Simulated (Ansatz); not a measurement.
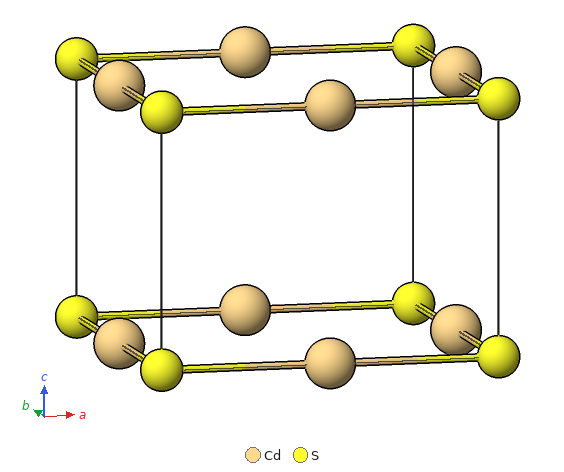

The crystal in a ball-and-stick representation, seen slightly off an axis. One conventional unit cell is framed, with atoms on its boundary repeated. Cell: a = 5.21 Å, b = 5.21 Å, c = 3.91 Å, α = 90.00°, β = 90.00°, γ = 90.00°.

It derives from a random cell made by a generator, so it need not be a real form of the compound. Earlier steps of the study may have refined or changed the cell and positions. A calculation with Ansatz used it as input.

In words:

Answer. The material is Cd$_{2}$S. Space group: P4/mmm (No. 123). Lattice: primitive tetragonal. One cell contains 2 Cd, 1 S, 3 atoms in all. The neighbours of Cd are two S in a linear arrangement at about 2.6 Å. Around each S lie four Cd in a square planar arrangement at about 2.6 Å. The bonds build Cd2S layers parallel to (001).

Method used: DFT PBE, scalar-relativistic, plane waves, PAW (Ansatz 0.2.0). It ran with a plane-wave cutoff of 420 eV, 10×10×12 k-mesh, Gaussian smearing of 0.1 eV, no spin polarisation.

Metal or not?

Answer. A metal: bands cross the Fermi level.

What net charge does each kind of atom have (Bader)?

Answer. Cd +0.37 e; S -0.73 e.

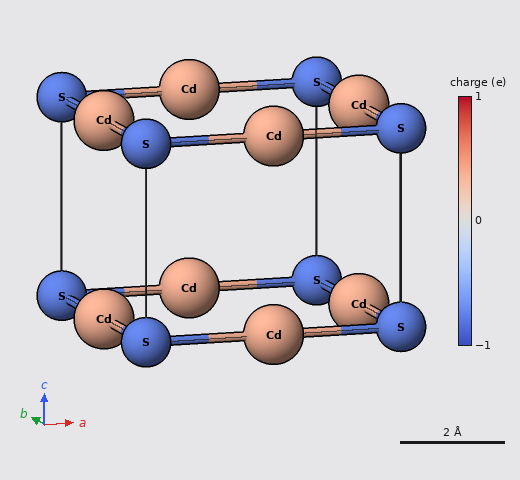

The atoms coloured by those charges. The run's cell of 3 atoms is drawn.

Is the structure in equilibrium?

Answer. Yes. All forces vanish to within 0.01 eV/Å. The pressure is 0.0 GPa, close to zero.
